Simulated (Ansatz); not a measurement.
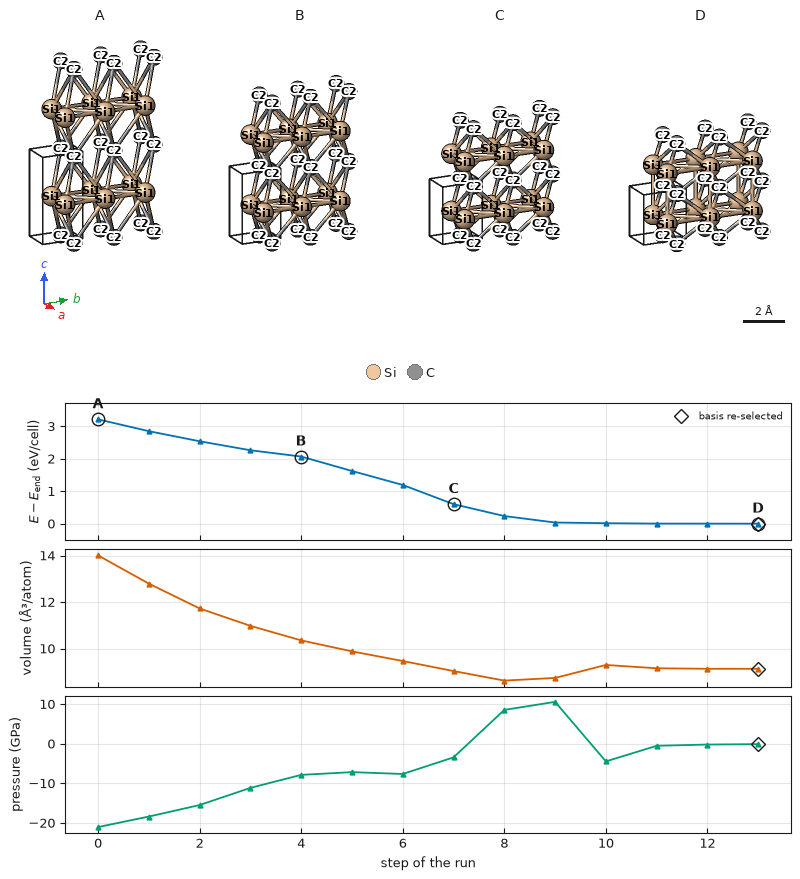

Frames of a relaxation of solid SiC (a generated structure, set up in P-6m2) (coarse preliminary run), marked on the history of the run. Style: ball-and-stick. Shown: the cell of the calculation, repeated 2 × 3 × 2 with one cell outlined, slightly off an axis.

These are results of DFT PBE, scalar-relativistic, plane waves, PAW (Ansatz), not measurements.

Input
```yaml
crystal:
  lattice:
    - [2.73183003, 0.0, 0.0]
    - [-1.36591501, 2.3658342, 0.0]
    - [0.0, 0.0, 4.33388604]
  atoms:
    - { symbol: Si, position: [0.66666667, 0.33333333, 0.5] }
    - { symbol: C, position: [0.33333333, 0.66666667, 0.0] }
basis:
  ecutwfc: 420
kpoints:
  mp_grid: { grid: [6, 6, 4] }
hamiltonian:
  xc: pbe
scf:
  occupations: { method: gaussian, width: 0.1 }
  lower_state_search: "off"
output:
  forces: true
  stress: true
  eigenvalues: true
relax:
  adjacent_minimum: "off"
  f_tol: 0.04
  max_steps: 70
  cell: { stress_tol: 0.4 }
```

Launched with:
```bash
ansatz run input.yaml --threads 1 --pin off --max-ram 2560MiB --backend cpu --events-out ev --progress --plain --runs-dir out
```

Question: Describe the path.

Answer: Over 12 accepted moves (13 points after the start) the energy falls by 3.213 eV per cell of the calculation. All forces vanish by symmetry, so only the cell relaxes. Pressure: −21.04 GPa at the start and −0.10 GPa at the end. The SCF was repeated once at an unchanged geometry on a basis and grid sized afresh for the cell, which shifted the energy by 1.7 meV per cell of the calculation at most. No atom moves by more than 0.005 Å relative to the cell. The drawn cell changes as follows: a = b 2.732 → 2.906 Å (+6.4 %), c 4.334 → 2.496 Å (−42.4 %); the volume changes by −34.8 %. Among the contacts that change: Si1–Si1 4.334 → 2.496 Å, Si1–C2 2.680 → 2.091 Å, Si1–Si1 (another image) 2.732 → 2.906 Å. The space group stays P-6m2 (No. 187). From step 0 to 4: volume −26.1 %, energy −1.146 eV per cell of the calculation. From step 4 to 7: volume −12.7 %, energy −1.466 eV per cell of the calculation. From step 7 to 13: volume +1.1 %, energy −0.601 eV per cell of the calculation.

| step | E − E(0), meV/atom | pressure, GPa | volume, Å³/atom | note |
| --- | --- | --- | --- | --- |
| 0 | 0.00 | -21.04 | 14.005 |  |
| 1 | -182.10 | -18.39 | 12.792 |  |
| 2 | -337.45 | -15.48 | 11.724 |  |
| 3 | -475.84 | -11.15 | 10.977 |  |
| 4 | -572.80 | -7.86 | 10.352 |  |
| 5 | -795.20 | -7.17 | 9.880 |  |
| 6 | -1010.29 | -7.64 | 9.465 |  |
| 7 | -1305.96 | -3.44 | 9.034 |  |
| 8 | -1489.02 | 8.54 | 8.624 |  |
| 9 | -1588.61 | 10.57 | 8.738 |  |
| 10 | -1599.27 | -4.46 | 9.295 |  |
| 11 | -1605.15 | -0.52 | 9.154 |  |
| 12 | -1605.63 | -0.21 | 9.131 |  |
| 13 | -1606.50 | -0.10 | 9.131 | same geometry, new basis |

Limits of the set-up: the k-point mesh is coarse for a cell with partly filled bands.
